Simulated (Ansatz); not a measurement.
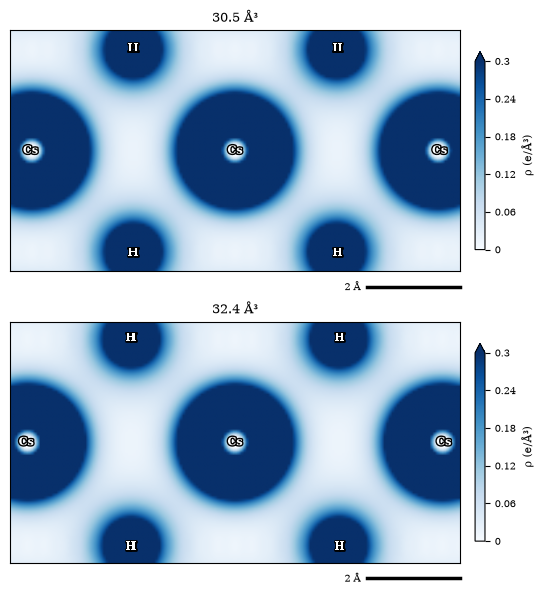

CsH. The valence pseudo-density of cells scaled evenly to different volumes (given per atom above each panel), on the (101) plane of each (indices in the axes of the cell below), at one length scale and on one colour scale.

Level of theory: Kohn-Sham DFT of a periodic cell, r2SCAN, Ansatz PAW in Ansatz 0.2.0.

In a PAW calculation such maps are meaningful between the atoms, not at the nuclei.

The largest cell:

```cif
data_structure
_symmetry_space_group_name_H-M 'P 1'
_symmetry_Int_Tables_number 1
_cell_length_a 4.5085
_cell_length_b 4.5085
_cell_length_c 4.5085
_cell_angle_alpha 60.000
_cell_angle_beta 60.000
_cell_angle_gamma 60.000
_cell_volume 64.80
loop_
_atom_site_label
_atom_site_type_symbol
_atom_site_fract_x
_atom_site_fract_y
_atom_site_fract_z
_atom_site_occupancy
Cs1 Cs 0.00000 0.00000 0.00000 1
H1 H 0.50000 0.50000 0.50000 1
```

| volume (Å³/atom) | Cs–H contact in the plane (Å) | ρ at its midpoint (e/Å³) | pressure (GPa) | gap on the mesh (eV) | 
| --- | --- | --- | --- | --- |
| 30.46 | 3.123 | 0.108 | 0.7 | 2.85 | 
| 31.75 | 3.167 | ? | ? | ? | 
| 32.40 | 3.188 | 0.095 | 0.0 | 2.91 | 

Estimate the missing row, and compare with the calculation.

Over the known rows ln ρ falls by 1.97 per Å of Cs–H distance (the line through the two), which gives 0.099 e/Å³ at 3.167 Å; the calculation gives 0.099 e/Å³. For the pressure, a straight line in volume between the neighbouring rows gives 0.2 GPa; the calculation gives 0.2. For the gap on the mesh, a straight line in volume between the neighbouring rows gives 2.89 eV; the calculation gives 2.89.
